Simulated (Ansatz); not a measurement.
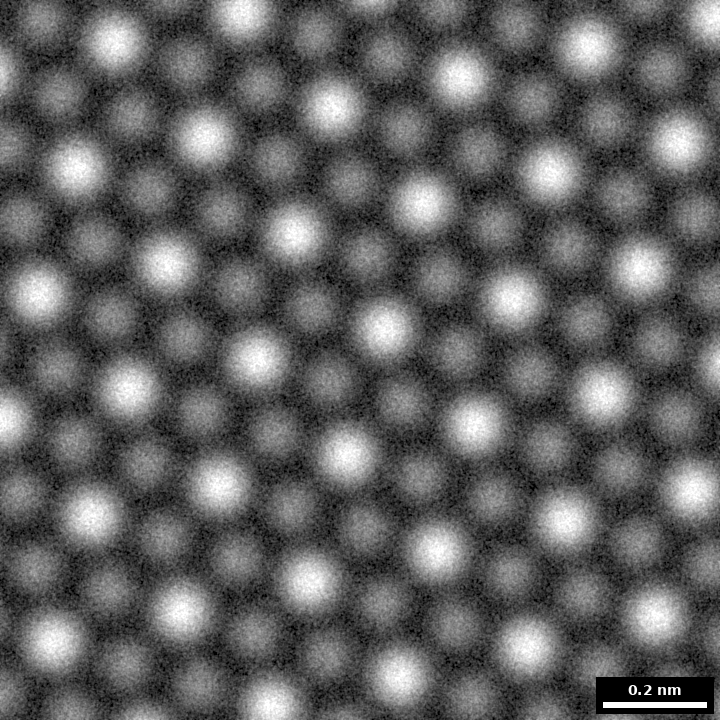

Dark-field STEM-like image of Fe (P6_3/mmc, No. 194) along [001]. The image is simulated as a sum over atoms of Z^1.8, blurred by a 0.95 Å probe (no channelling). The probe carries 15 % of its weight in a tail 2.5 times as wide. The display is stretched by a gamma of 0.65; percentages refer to the linear signal. Shot noise was added. Model: a calculation's starting geometry; the starting structure was generated, so it need not be a known form of this composition.

> What can be read from this image?

The columns repeat on a hexagonal net with a repeat of 2.56 Å (plane group p6mm). The brightest columns hold 2 Fe per repeat; in falling brightness follow 1 Fe (about 40 %). Brightness is counted from the darkest point of the image. The shortest distance between visible columns is 1.48 Å in projection. Along the beam the structure repeats every 8.59 Å.
